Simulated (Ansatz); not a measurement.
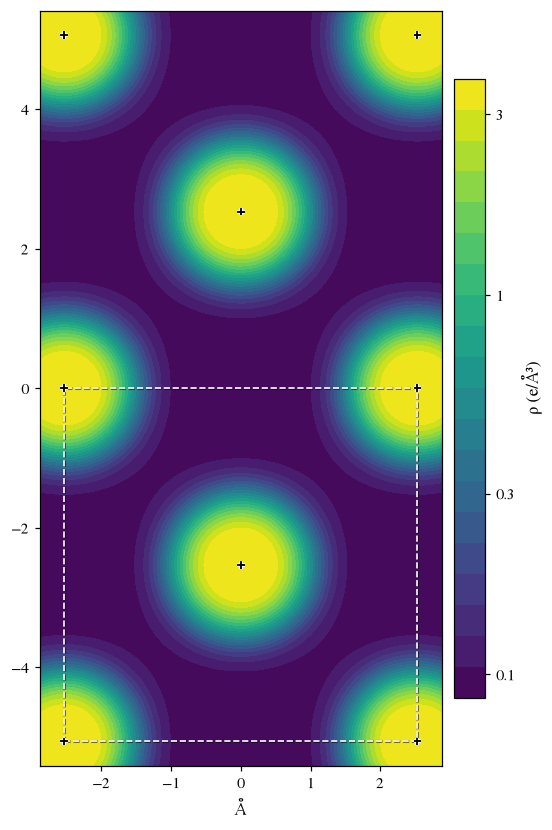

The valence pseudo-density on a plane through atoms (crosses mark nuclei in the plane).

All numbers below come from DFT, PBE, plane waves (420 eV) with PAW, scalar-relativistic in Ansatz.

Candidates:
A. Y, a = 5.06 Å, b = 5.06 Å, c = 5.06 Å, α = 90.00°, β = 90.00°, γ = 90.00°. Space group Fm-3m; set up as Y, fcc; a generated structure, not necessarily the stable one; the program warned that a starting moment wasn't kept; spin-polarised, but the moments vanished.
B. V, a = 2.52 Å, b = 2.52 Å, c = 8.86 Å, α = 90.00°, β = 90.00°, γ = 120.00°. Space group P6₃/mmc; set up as V, dhcp; a generated structure, not necessarily the stable one; changed on purpose from its base cell (volume × 0.88); computed pressure about 29 GPa in this cell; the program warned that a starting moment wasn't kept; spin-polarised, but the moments vanished.
C. Ru, a = 3.76 Å, b = 3.76 Å, c = 3.76 Å, α = 90.00°, β = 90.00°, γ = 90.00°. Space group Fm-3m; set up as Ru, fcc; a generated structure, not necessarily the stable one; changed on purpose from its base cell (volume × 0.96); computed pressure about 14 GPa in this cell; the program warned that a starting moment wasn't kept; spin-polarised, but the moments vanished.

Q: Which candidate gave the map?

A: Candidate A: Y on the (100) plane of the conventional cell, which holds Y. Y–Y (3.58 Å): ρ at the midpoint is about 0.1 e/Å³.
